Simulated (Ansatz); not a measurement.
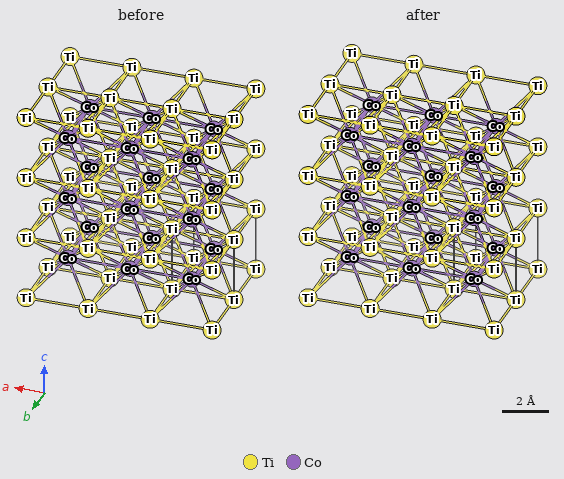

The structure of crystalline TiCo (set up in P4/mmm) before (left) and after (right) a relaxation, at one scale.

Style: ball-and-stick. Shown: the cell of the calculation, repeated 3 × 2 × 3 with one cell outlined, from a free direction.

Case: biaxial strain in the a-b plane of -3.0 %; c and atoms relaxed.

Method: Ansatz 0.2.0, DFT PBE, scalar-relativistic, plane waves, PAW.

Input
```yaml
crystal:
  lattice:
    - [2.8960196684, 0.0, 0.0]
    - [0.0, 2.8960196684, 0.0]
    - [0.0, 0.0, 3.0393278582]
  atoms:
    - { symbol: Ti, position: [0.0, 0.0, 0.0] }
    - { symbol: Co, position: [0.5, 0.5, 0.5], spin: 1.09 }
basis:
  ecutwfc: 420
kpoints:
  mp_grid: { grid: [18, 18, 18] }
hamiltonian:
  xc: pbe
scf:
  occupations: { method: gaussian, width: 0.1 }
output:
  forces: true
  stress: true
  eigenvalues: true
  populations: true
  write_density: true
  write_potential: true
  elf: true
  volumetric_format: npy
magnetization:
  spin_polarized: true
relax:
  adjacent_minimum: "off"
  f_tol: 0.008
  max_steps: 40
  cell: { stress_tol: 0.015, fix: [a, b, gamma] }
```

Run as
```bash
ansatz run input.yaml --threads 1 --pin off --max-ram 2560MiB --backend cpu --events-out ev --progress --plain --runs-dir out
```

> What changed between the two?

Over 4 accepted moves (6 points after the start) the energy falls by 2.8 meV per atom. All forces vanish by symmetry, so only the cell relaxes. The pressure goes from 7.18 to 3.62 GPa. The SCF was repeated twice at an unchanged geometry on a basis and grid sized afresh for the cell, which shifted the energy by 0.1 meV per atom at most. The atoms keep their places relative to the cell (all moves are under 0.005 Å). The drawn cell changes as follows: a = b unchanged at 2.896 Å, c 3.039 → 3.092 Å (+1.7 %); the volume changes by +1.7 %. Near-neighbour distances that change, for instance: Ti1–Ti1 3.039 → 3.092 Å, Ti1–Co2 2.550 → 2.566 Å. The space group stays P4/mmm (No. 123).
